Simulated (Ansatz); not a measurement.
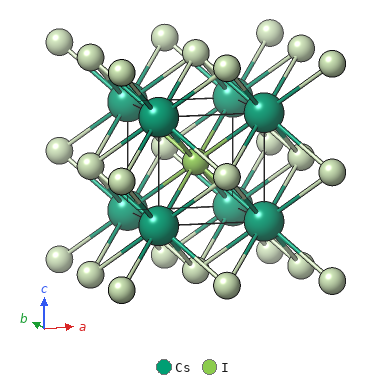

We look at a ball-and-stick model of the crystal slightly off an axis. The parallelepiped is the conventional unit cell. Bonds that leave the box are completed with the atoms at their other ends, in fainter colours.

CsI, caesium chloride (CsCl, B2) type, space group Pm-3m (No. 221), a = 4.608 Å, b = 4.608 Å, c = 4.608 Å, α = 90.00°, β = 90.00°, γ = 90.00°. Starting structure: a structure type filled with these elements by a generator (whether the compound takes this form wasn't checked). Earlier steps of the study may have refined or changed the cell and positions. An electronic-structure calculation with Ansatz was run on it.

This one geometry was computed with Ansatz (DFT, plane waves, PAW) at five levels of theory: PBE, r2SCAN, PBE0, PBE with spin-orbit coupling and HSE06. It was relaxed beforehand with r2SCAN.

Question: How does the band gap change with the level of theory?

Answer: PBE with spin-orbit coupling: a gap of 3.56 eV, direct; PBE: a gap of 3.80 eV, indirect; r2SCAN: a gap of 4.52 eV, indirect; HSE06: a gap of 4.79 eV, indirect; PBE0: a gap of 5.48 eV, indirect.

Question: Collect the results in a table.

Answer:
| level | cutoff (eV) | k-mesh of the run's cell | gap (eV) | pressure (GPa) |
| --- | --- | --- | --- | --- |
| PBE | 420 | 6×6×6 | 3.80 | 0.4 |
| r2SCAN | 500 | 6×6×6 | 4.52 | 0.0 |
| PBE0 | 420 | 4×4×4 | 5.48 | 0.2 |
| PBE with spin-orbit coupling | 420 | 6×6×6 | 3.56 | 0.4 |
| HSE06 | 420 | 4×4×4 | 4.79 | 0.2 |

Gaps are taken on the k-mesh or band path of each run.
